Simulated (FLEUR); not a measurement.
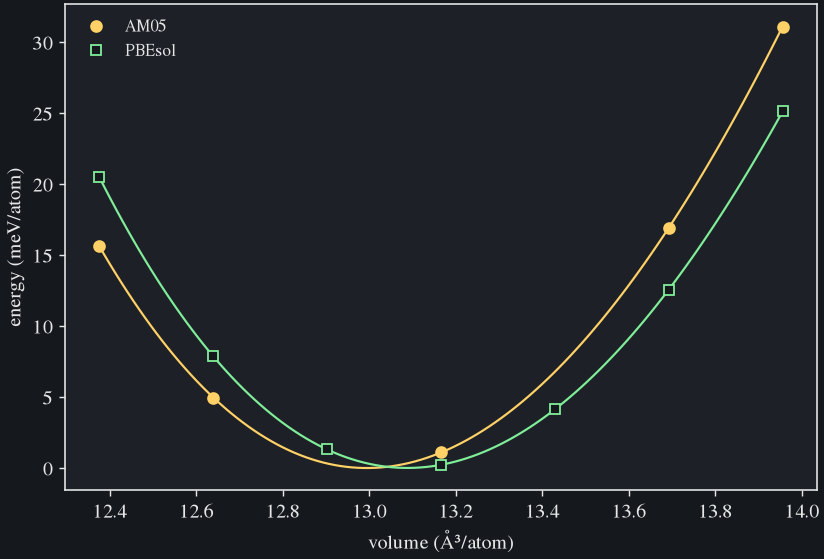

The plot gives the computed energy against volume, with one curve for each functional, for Si₂Ni (space group Fm-3m).

Method: all-electron LAPW DFT, collinear spins; energies at scaled volumes of the given cell, shape and fractions fixed, counted from the fit's minimum, third-order Birch-Murnaghan fit (FLEUR MaX-R8.1 (later development tree)). All runs: collinear spin.

| setting | value |
| --- | --- |
| k mesh | 9×9×9 |
| occupations | Fermi–Dirac |
| smearing width | 0.05 eV |
| potentials | all electron |

Order the curves by fitted equilibrium volume, smallest first.

Answer. AM05 12.994, PBEsol 13.088 Å³/atom.

The computed values:

AM05:
| volume (Å³/atom) | energy (meV/atom) |
| --- | --- |
| 12.38 | 15.63 |
| 12.64 | 4.96 |
| 13.17 | 1.10 |
| 13.69 | 16.90 |
| 13.96 | 31.10 |

PBEsol:
| volume (Å³/atom) | energy (meV/atom) |
| --- | --- |
| 12.38 | 20.47 |
| 12.64 | 7.87 |
| 12.90 | 1.30 |
| 13.17 | 0.22 |
| 13.43 | 4.13 |
| 13.69 | 12.57 |
| 13.96 | 25.12 |
